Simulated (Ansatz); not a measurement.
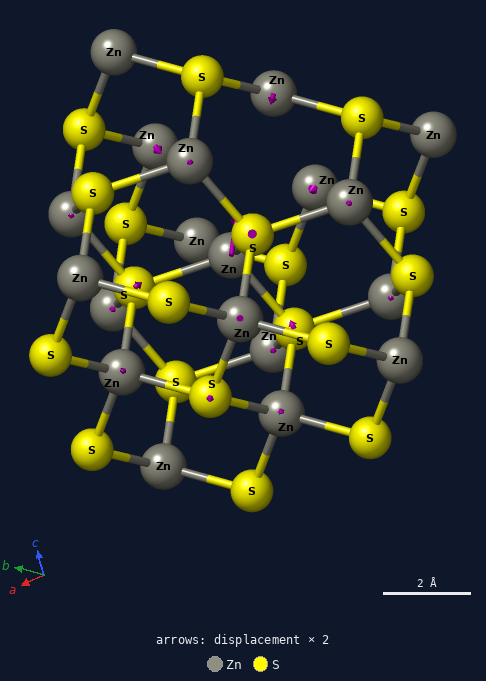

This is a relaxation of a defect cell of composition Zn16S15. The starting structure is drawn; purple arrows show the displacements, 2 times their true length.

A ball-and-stick model of the atoms within 5.8 Å of the atom that moves most (axes of the cell of the calculation (origin shifted)), seen from a free direction.

Case: S vacancy (site a), charge +0, atoms relaxed at the host's cell.

Level of theory: Ansatz 0.2.0, DFT PBE, scalar-relativistic, plane waves, PAW. Set-up: plane-wave cutoff 420 eV; k-point mesh 2 × 2 × 2; occupations gaussian; smearing width 0.01 eV; no spin polarisation; atoms relaxed in a fixed cell; force threshold 0.025 eV/Å; at most 45 steps.

> Which element moves most?

Zinc: up to 0.60 Å, against 0.11 Å for sulfur.

> What happened in the run?

The energy falls by 0.303 eV per cell of the calculation in 7 geometry steps. The largest force component goes from 0.53 to 0.0033 eV/Å. The largest move is that of a Zn atom, 0.60 Å along [−1 −1 3]. By element the largest moves are Zn 0.60 Å, S 0.11 Å. The cell doesn't change. Near-neighbour distances that change, for instance: S–Zn 2.358 → 2.511 Å, S–Zn 2.358 → 2.383 Å, S–Zn 2.358 → 2.350 Å. Among the angles between lasting bonds that change: S–Zn–S 109.3° → 95.1°, Zn–S–Zn 109.6° → 122.6°, S–Zn–S 109.3° → 116.1°. The run took 90 s on 4 threads of Arm Neoverse V1, on a shared host, peak memory 2.3 GiB.

Limits of the set-up: the periodic images lie only 7.7 Å apart, so the values are limited by the cell's size.
